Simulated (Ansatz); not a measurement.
# Band-structure calculation, with input and output: In

The run: band-structure calculation of In (I4/mmm, 1 atom in the cell). Method and program: DFT, LDA, PAW with Ansatz's default frozen-core files, scalar-relativistic, no spin polarisation (Ansatz 0.2.0).

The structure derives from an entry of the Crystallography Open Database. It belongs to a series of runs on one base structure; here: PAW files in place of LAPW.

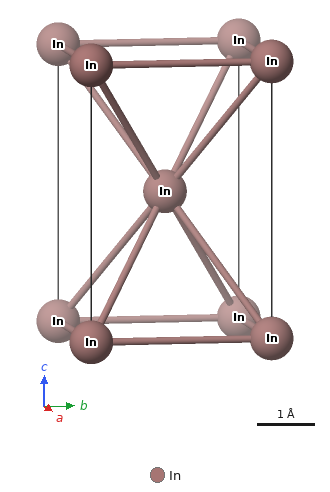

Fig. 1: The input geometry (ball-and-stick view of the cell 2 times as large as that of the calculation, set on its symmetry axes, seen slightly off an axis).

Input
```yaml
crystal:
  lattice:
    - [-1.62615, 1.62615, 2.47395]
    - [1.62615, -1.62615, 2.47395]
    - [1.62615, 1.62615, -2.47395]
  atoms:
    - { symbol: In, position: [0.0, 0.0, 0.0] }
kpoints:
  mp_grid: { grid: [12, 12, 14] }
  band_path:
    path:
      - [0.0, 0.0, 0.0]
      - [0.0, 0.0, 0.5]
      - [0.25, 0.25, 0.25]
      - [0.0, 0.5, 0.0]
      - [0.0, 0.0, 0.0]
      - [0.5, 0.5, -0.5]
      - [0.3580138334, 0.6419861666, -0.3580138334]
      - [-0.3580138334, 0.3580138334, 0.3580138334]
      - [0.0, 0.0, 0.0]
    npoints: 14
scf:
  occupations: { method: fermi_dirac, width: 0.05 }
hamiltonian:
  xc: lda
  pseudopotentials: { kind: paw }
output:
  forces: true
  stress: true
  eigenvalues: true
  efg: { contact_densities: true }
  populations: true
  bader: true
  dos: { projected: true, de: 0.2, e_range: [-14, 8] }
  write_density: true
  write_potential: true
  elf: true
  volumetric_format: npy
```

Run on 1 thread of Intel Xeon (Sapphire Rapids), 64 GiB of memory available, shared host.

Launch command:
```bash
ansatz run input.yaml --threads 1 --pin off --max-ram 3072MiB --backend cpu --events-out ev --progress --plain --runs-dir out
```

The program's output
```
Warning: crystal.symmetry: narrowed to the stabiliser of the k-point mesh — unitary ops 16 → 4; excluded 12 operations that carry a point of the 12×12×14 mesh (shift [0, 0, 0]) off the mesh (the run samples exactly the mesh kpoints.mp_grid names, as under crystal.symmetry.detect: false, and its converged state has the mesh's symmetry, not the crystal's; ε∞, the Born charges and the force constants of a linear response (`dielectric:` by the response, `phonons.method: dfpt`) are averaged over those of the crystal's operations that the state keeps within a tolerance, where `mesh_tensors`, `unaveraged_element` or `gamma_mean_max_change_ev_ang2` stands beside them; a row that `dielectric.field_direction` solves alone is averaged likewise, with nothing beside; a Γ-centred mesh of equal divisions is mapped onto itself by every operation and keeps the whole group, as does a half-shifted one under kpoints.further_shifts: images)
In: output.efg is read without spin–orbit coupling, which moves field gradients at and beside such atoms by some per cent and up to a factor of two; PAW files take it under magnetization.noncollinear and magnetization.spin_orbit
Engine: ansatz 0.2.0, x86_64-unknown-linux-gnu
Pseudopotentials: kind: paw
Pseudopotential: In, paw, valence charge 13, recommended cutoff 420 eV (normal), In.paw.azcp
Functional definition: SPW92
  exchange = slater_x
  correlation = pw_c
Crystal: 1 atoms, lattice volume = 26.168 Å³
Basis set: ecut = 420 eV, 533 PW (Γ)
Bands: 11, of which v1, the nominal top of the filled ones, is band 7 counted from 1 (6 counted from 0)
Symmetry: 4 space group operations
k-points: 554 of 2016
Non-local potential: In, projectors of the file, l = 0: 2, l = 1: 2, l = 2: 2, l = 3: 2
PAW form: soft (Blöchl's): semilocal exchange-correlation on the pseudo side does not see the compensation charge
PAW frozen core: In, regenerated for the run's functional, and the local potential with it (the file was generated under x = pbe(κ = 0.804, μ = 0.2195149727645171), c = pbe(β = 0.06672455060314922))
PAW one-centre angular grid: In, 590 points (default); XC on 64 Gauss nodes
Initial density: superposition of atomic densities (neutral atoms: chi_scale 0, normalization atom), corrected by the library's trained network
Initial wavefunctions: pseudopotential atomic-orbital guess
Functional: x = slater, c = lda
SCF iter   1: F=—  HF=-5457.153848 eV  |F-HF|=—  |Δ(HF+E_count)|=         —  Δρ=7.16e-3  dr2=7.58e-3  ethr=1.77e-3  ⟨swp⟩=5.5  Hψ=37074  notcnv=0
preconditioner: auto → none  [metal: Δε(μ)=0.016 eV  Ē_g=19.561 eV  σ=0.050 eV  W_gap=0.08  n_scr=8 (ndim 8)  ℏωp=26.2 eV  f_vac=0.000  D(μ)=0.51/eV (n_scr^D=0)  sad-step TF]
SCF iter   2: F=—  HF=-5457.150372 eV  |F-HF|=—  |Δ(HF+E_count)|=   3.48e-3  Δρ=3.00e-3  dr2=1.30e-3  ethr=5.83e-5  ⟨swp⟩=2.9  Hψ=14719  notcnv=0  defer=116
SCF iter   3: F=—  HF=-5457.149913 eV  |F-HF|=—  |Δ(HF+E_count)|=   4.60e-4  Δρ=2.54e-4  dr2=1.05e-5  ethr=1.00e-5  ⟨swp⟩=2.0  Hψ=8697  notcnv=0  defer=116
SCF iter   4: F=—  HF=-5457.149912 eV  |F-HF|=—  |Δ(HF+E_count)|=   6.77e-7  Δρ=1.40e-4  dr2=3.78e-6  ethr=8.11e-8  ⟨swp⟩=2.0  Hψ=9526  notcnv=0  defer=116
SCF iter   5: F=—  HF=-5457.149910 eV  |F-HF|=—  |Δ(HF+E_count)|=   1.84e-6  Δρ=2.95e-5  dr2=1.85e-7  ethr=2.91e-8  ⟨swp⟩=2.4  Hψ=9677  notcnv=0  defer=116
SCF iter   6: F=-5457.149910 eV  HF=-5457.149910 eV  |F-HF|=1.23e-9  |Δ(HF+E_count)|=   9.97e-8  Δρ=2.10e-6  dr2=1.05e-9  ethr=7.69e-10  ⟨swp⟩=9.2  Hψ=40366  notcnv=0
SCF 1 converged in 6 iterations: F = -5457.149910 eV  dr2 = 1.05e-9
  greatest PAW one-centre occupation: 0.982 electrons in one spin orbital (limit 2), on the In atom at site 0 (counted from 0), in its partial waves of l = 2
```

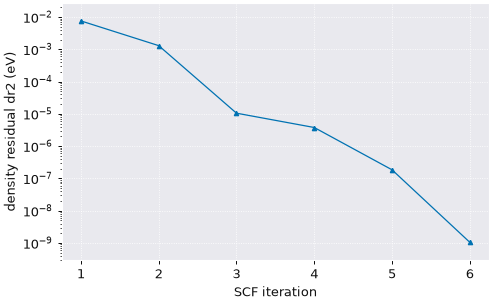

Fig. 2: Convergence of the self-consistent field: density residual dr2 against the SCF iteration. The residual falls at every step.

```
NSCF: frozen V_eff on 113 k-points
SCF converged after 6 iterations
Free energy (F): -5457.149910 eV
Harris-Foulkes:  -5457.149910 eV  (|F-HF|=1.23e-9)
Internal energy: -5457.145814 eV  (E = F + TS)
E sigma→0 (E₀):  -5457.147862 eV
Entropy (-TS):   -0.004096 eV (-4.096 meV/atom)
Fermi energy:    9.846291 eV
--- Per-component energies (eV) ---
  E_band       = -27.302687
  E_kinetic    = 242.001637
  E_local      = -1078.547795  (includes V_loc(G=0)·N_el)
  E_nonlocal   = 369.162556
  E_hartree    = 420.310164
  E_xc         = -214.125777
  E_vxc        = -101.661788  (∫ρ·V_xc dr)
  E_paw        = -4012.632489  (= ΣΔE_a)
  E_vpaw       = -298.878963  (= ΣTr[D̂ρ^β])
  E_aug_tail   = 0.000025  (compensation charges beyond the density's cutoff)
  E_ewald      = -1183.598671
  E_core_change = 0.284536  (= ΣΔE_core)
  E_smearing   = -0.004096  (= −TS)
  E_closure    = 0.000000  (closes the sum)
  Σ components = -5457.149910   (vs F -5457.149910, Δ=0.00e0)
--- Forces (eV/Å), atoms counted from 1 ---
  atom   1  In     0.00000000     0.00000000     0.00000000
  max |Σ_I F_I| component: 3.94e-31 eV/Å
--- Stress (GPa, compression-positive) ---
       -2.703037      -0.152699       0.152129
       -0.152699      -2.703037       0.152129
        0.152129       0.152129      -2.240752
  P = ⅓ Tr σ = -2.5489 GPa (-25.489 kbar)
--- PAW observables at the nuclei: V_zz in 10²¹ V/m², potentials from the cell's mean, atoms counted from 1 ---
  atom   1  In V_zz =    +1.860349   η = 0.1625   by run symmetry: allowed
            electrostatic potential = -7939.974277 V   contact ρ = 1128540.041568 e/Å³
--- Band table (eV; the first three rows and the last of 554) ---
  k-point 0: bands = ["-4.7204", "-4.6128", "-4.6122", "-4.5289", "-4.4248", "0.3103", "20.2941", "20.2949", "20.4536", "21.5779", "23.8943"]
  k-point 1: bands = ["-4.6981", "-4.6242", "-4.5994", "-4.5232", "-4.4340", "0.4662", "19.3823", "19.5597", "19.7424", "20.8983", "24.9644"]
  k-point 2: bands = ["-4.6578", "-4.6348", "-4.5613", "-4.5202", "-4.4501", "0.9372", "17.8228", "18.0447", "18.5851", "19.8534", "23.0457"]
  k-point 553: bands = ["-4.8974", "-4.7729", "-4.3201", "-4.2879", "-4.2873", "6.8613", "7.2339", "14.5585", "14.5592", "18.1332", "18.1981"]
--- Löwdin populations: 1 site ---
  site symbol       q [e]
     0     In     12.9823
  spilling = 0.001360 (of n_electrons = 13.000000)
--- Bader charges: 1 site ---
  site symbol  charge [e]  shift [e]
     0     In      0.0000     0.0000
  estimated error of the sums over rays = 4.0e-7 e
```

File bader_charges.tsv
```
# site	symbol	x_ang	y_ang	z_ang	partial_charge_e	electrons	volume_ang3	relative_density_drop	shared_charge_e	partial_wave_shift_e
# quadrature_error_electrons = 4.0e-7
0	In	0.0000	0.0000	0.0000	0.00000	49.00000	26.17	-	0.00000	0.00000
```

File dos.tsv
```
# E-E_F[eV]	g_bin_mean(E)[states/eV]	N(E)
# format = ansatz-dos/2
# fermi_ev = 9.846291
# fermi_mp_grid = 12 12 14
# fermi_mp_shift = 0 0 0
# tetrahedron_fermi_ev = 9.862956
# g_bin_mean(E): the states in a bin one row spacing wide, centred on E, divided by that spacing. States that the method places at a single energy (under output.dos.method: tetrahedron, those of a tetrahedron whose four corners have one energy) are counted whole in the row whose bin holds that energy (on the edge of two bins, in the lower row). The sum of g_bin_mean over a run of rows, times the row spacing, is the number of states from half a spacing under the first of them to half a spacing over the last (a plain sum, not the trapezoid rule).
-14.000000	2.215813e-1	1.000000e1
-13.800000	0.000000e0	1.000000e1
-13.600000	0.000000e0	1.000000e1
-13.400000	0.000000e0	1.000000e1
-13.200000	0.000000e0	1.000000e1
-13.000000	0.000000e0	1.000000e1
-12.800000	0.000000e0	1.000000e1
-12.600000	0.000000e0	1.000000e1
-12.400000	0.000000e0	1.000000e1
-12.200000	0.000000e0	1.000000e1
-12.000000	0.000000e0	1.000000e1
-11.800000	0.000000e0	1.000000e1
-11.600000	0.000000e0	1.000000e1
-11.400000	0.000000e0	1.000000e1
-11.200000	0.000000e0	1.000000e1
-11.000000	0.000000e0	1.000000e1
-10.800000	0.000000e0	1.000000e1
-10.600000	0.000000e0	1.000000e1
-10.400000	0.000000e0	1.000000e1
-10.200000	0.000000e0	1.000000e1
-10.000000	0.000000e0	1.000000e1
-9.800000	0.000000e0	1.000000e1
-9.600000	2.607750e-4	1.000000e1
-9.400000	4.362976e-2	1.000280e1
-9.200000	8.443078e-2	1.001625e1
-9.000000	1.093872e-1	1.003624e1
-8.800000	1.290021e-1	1.005989e1
-8.600000	1.483317e-1	1.008783e1
-8.400000	1.610232e-1	1.011878e1
-8.200000	1.748806e-1	1.015233e1
-8.000000	1.897319e-1	1.018882e1
-7.800000	2.010306e-1	1.022800e1
-7.600000	2.110601e-1	1.026919e1
-7.400000	2.221299e-1	1.031247e1
-7.200000	2.337424e-1	1.035808e1
-7.000000	2.443711e-1	1.040592e1
-6.800000	2.532430e-1	1.045570e1
-6.600000	2.624144e-1	1.050726e1
-6.400000	2.722286e-1	1.056070e1
-6.200000	2.824283e-1	1.061617e1
-6.000000	2.923322e-1	1.067364e1
-5.800000	3.020921e-1	1.073311e1
-5.600000	3.116886e-1	1.079446e1
-5.400000	3.225963e-1	1.085786e1
-5.200000	3.349948e-1	1.092357e1
-5.000000	3.506252e-1	1.099200e1
-4.800000	3.767173e-1	1.106432e1
-4.600000	4.230998e-1	1.114395e1
-4.400000	4.353997e-1	1.123147e1
-4.200000	4.283641e-1	1.131744e1
-4.000000	4.081268e-1	1.140167e1
-3.800000	3.773629e-1	1.148027e1
-3.600000	3.629704e-1	1.155390e1
-3.400000	3.562389e-1	1.162567e1
-3.200000	3.415551e-1	1.169600e1
-3.000000	3.314417e-1	1.176265e1
-2.800000	3.614624e-1	1.183075e1
-2.600000	3.542658e-1	1.190479e1
-2.400000	3.306916e-1	1.197173e1
-2.200000	3.414832e-1	1.203900e1
-2.000000	3.283235e-1	1.210700e1
-1.800000	2.950571e-1	1.216869e1
-1.600000	2.969686e-1	1.222720e1
-1.400000	3.493654e-1	1.229046e1
-1.200000	4.358567e-1	1.236892e1
-1.000000	5.239528e-1	1.246430e1
-0.800000	6.098226e-1	1.257930e1
-0.600000	5.921619e-1	1.270143e1
-0.400000	5.207157e-1	1.281443e1
-0.200000	4.391388e-1	1.290901e1
0.000000	4.066939e-1	1.299317e1
0.200000	3.946394e-1	1.307214e1
0.400000	4.282558e-1	1.315323e1
0.600000	4.819221e-1	1.324465e1
0.800000	5.024645e-1	1.334366e1
1.000000	5.176213e-1	1.344615e1
1.200000	5.139558e-1	1.354937e1
1.400000	5.029727e-1	1.365137e1
1.600000	4.957295e-1	1.375099e1
1.800000	4.962114e-1	1.384991e1
2.000000	5.160527e-1	1.395098e1
2.200000	5.297753e-1	1.405550e1
2.400000	5.413184e-1	1.416268e1
2.600000	5.448218e-1	1.427158e1
2.800000	5.674424e-1	1.438241e1
3.000000	5.937751e-1	1.449865e1
3.200000	6.134433e-1	1.461910e1
3.400000	6.263881e-1	1.474340e1
3.600000	6.480260e-1	1.487028e1
3.800000	6.829275e-1	1.500320e1
4.000000	7.020329e-1	1.514370e1
4.200000	6.823480e-1	1.528110e1
4.400000	6.888777e-1	1.541827e1
4.600000	6.898144e-1	1.555617e1
4.800000	6.928398e-1	1.569436e1
5.000000	6.649146e-1	1.583075e1
5.200000	6.519104e-1	1.596195e1
5.400000	6.391737e-1	1.609152e1
5.600000	6.181702e-1	1.621725e1
5.800000	6.017602e-1	1.633905e1
6.000000	5.876421e-1	1.645805e1
6.200000	5.711010e-1	1.657398e1
6.400000	5.510559e-1	1.668625e1
6.600000	5.350677e-1	1.679466e1
6.800000	5.270260e-1	1.690080e1
7.000000	5.141394e-1	1.700518e1
7.200000	4.943785e-1	1.710581e1
7.400000	4.794350e-1	1.720369e1
7.600000	4.723213e-1	1.729792e1
7.800000	4.811260e-1	1.739317e1
8.000000	5.006530e-1	1.749093e1
```

File rho_z.tsv
```
# z_ang	rho[e/angstrom^3]
# format = ansatz-planar-average/11
# lattice	-1.626150000	1.626150000	2.473950000
# lattice	1.626150000	-1.626150000	2.473950000
# lattice	1.626150000	1.626150000	-2.473950000
# sites	1
# site	49	0.000000000	0.000000000	0.000000000
0.000000	1.041953e0
0.140739	1.010255e0
0.281479	9.221969e-1
0.422218	7.959220e-1
0.562957	6.539016e-1
0.703697	5.164151e-1
0.844436	3.977532e-1
0.985175	3.051171e-1
1.125915	2.392576e-1
1.266654	1.962939e-1
1.407393	1.704361e-1
1.548133	1.567257e-1
1.688872	1.524143e-1
1.829611	1.567257e-1
1.970351	1.704361e-1
2.111090	1.962939e-1
2.251830	2.392576e-1
2.392569	3.051171e-1
2.533308	3.977532e-1
2.674048	5.164151e-1
2.814787	6.539016e-1
2.955526	7.959220e-1
3.096266	9.221969e-1
3.237005	1.010255e0
```

File v_z.tsv
```
# z_ang	v_es[eV]	v_tot[eV]
# format = ansatz-planar-average/11
# xc	lda
# density_cutoff_ev	1680
# datasets	In=:simpson_from_first_knot:soft:shift=-1837118
# lattice	-1.626150000	1.626150000	2.473950000
# lattice	1.626150000	-1.626150000	2.473950000
# lattice	1.626150000	1.626150000	-2.473950000
# sites	1
# site	49	0.000000000	0.000000000	0.000000000
0.000000	6.090373e-1	-1.167035e1
0.140739	7.258276e-1	-1.149769e1
0.281479	1.079454e0	-1.097747e1
0.422218	1.674375e0	-1.010951e1
0.562957	2.504899e0	-8.911085e0
0.703697	3.544700e0	-7.431861e0
0.844436	4.743181e0	-5.758137e0
0.985175	6.025228e0	-4.008710e0
1.125915	7.289608e0	-2.327991e0
1.266654	8.407690e0	-8.762065e-1
1.407393	9.244707e0	1.983493e-1
1.548133	9.720077e0	8.146362e-1
1.688872	9.862331e0	1.003597e0
1.829611	9.720077e0	8.146362e-1
1.970351	9.244707e0	1.983493e-1
2.111090	8.407690e0	-8.762065e-1
2.251830	7.289608e0	-2.327991e0
2.392569	6.025228e0	-4.008710e0
2.533308	4.743181e0	-5.758137e0
2.674048	3.544700e0	-7.431861e0
2.814787	2.504899e0	-8.911085e0
2.955526	1.674375e0	-1.010951e1
3.096266	1.079454e0	-1.097747e1
3.237005	7.258276e-1	-1.149769e1
```

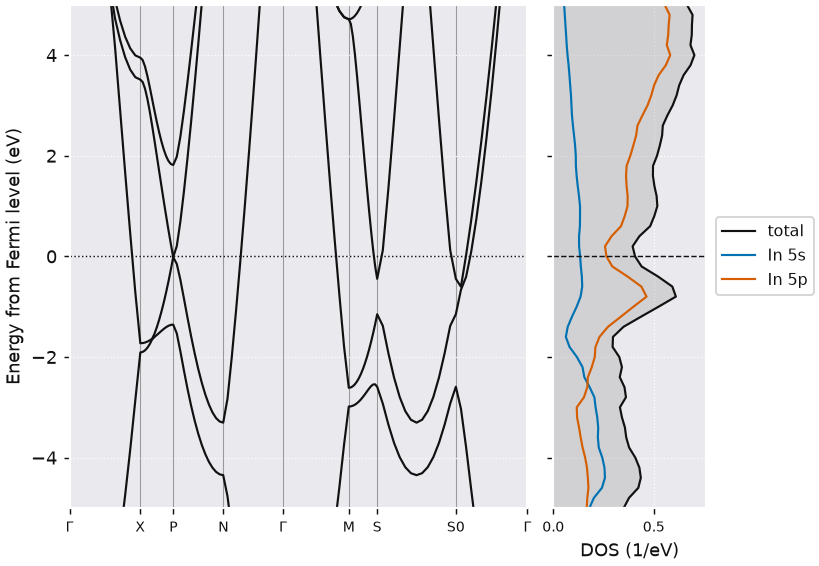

Fig. 3: Band structure along Γ–X–P–N–Γ–M–S–S0–Γ and density of states (projected on Löwdin-orthogonalised atomic shells), with energies from the Fermi level. Bands cross the Fermi level: a metal at this level of theory.

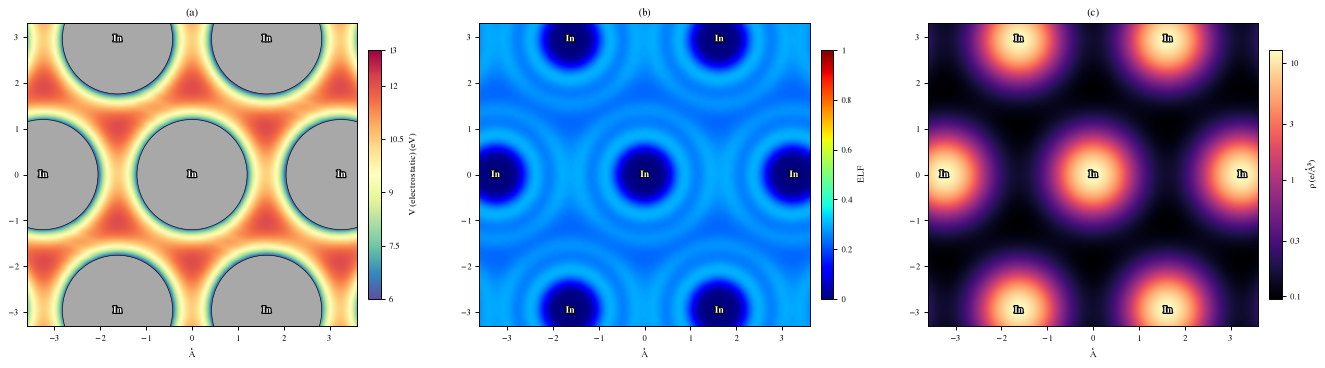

Fig. 4: (a) electrostatic potential energy of an electron; (b) ELF; (c) valence charge density (pseudo) on the (101̄) plane of the conventional cell. Grey discs, where drawn, cover atomic cores. The section cuts through In sites. In–In (3.25 Å): ρ is about 0.15 e/Å³ halfway; the ELF is about 0.30 at the midpoint; no localised pair between them. In–In (3.38 Å): ρ is about 0.12 e/Å³ halfway; the ELF is about 0.25 at the midpoint; no localised pair between them. Away from the nuclei the density in this plane falls to 0.09 e/Å³ at its lowest. Outside the cores the potential energy rises away from the atoms and is highest about 1.9 Å from the nearest atoms; outside the discs it spans about 6 eV, and its zero is arbitrary. In a PAW calculation such maps are meaningful between the atoms, not at the nuclei.

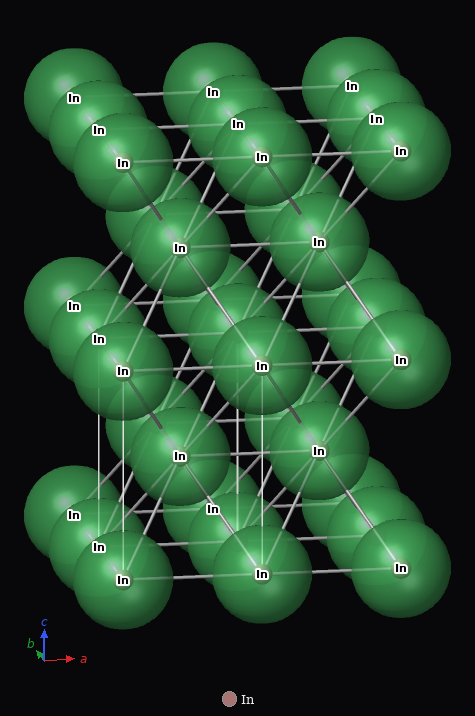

Fig. 5: Isosurface of the valence charge density (pseudo) at 0.3 e/Å³ (green), seen slightly off an axis. Sticks mark near contacts. The outline is the cell set on symmetry axes. At this value the density breaks into separate islands; it holds about 80 % of the electrons treated as valence (semicore included). It is pinched off along the In–In (3.25 Å) and In–In (3.38 Å) contacts. On the grid the lowest density along these lines, outside the cores, is 0.15 e/Å³ (In–In, 3.25 Å) and 0.12 e/Å³ (In–In, 3.38 Å).

Key numbers

| quantity | value |
| --- | --- |
| outcome | converged |
| space group (tolerance 0.01 Å) | I4/mmm (139) |
| electrons treated | 13 |
| free energy | −5457.1499 eV |
| Fermi energy | 9.846 eV |
| pressure | −2.55 GPa |
| field gradient V_zz (10²¹ V/m²) | In 1.86 |
| electronic character | metal |
| largest force (length of the vector) | under 0.001 eV/Å |
| wall time | 16 s |
| peak memory | 0.51 GiB |

Warnings of the run: the field gradients leave out spin–orbit coupling; the k-point mesh lowers the symmetry that the run can use.
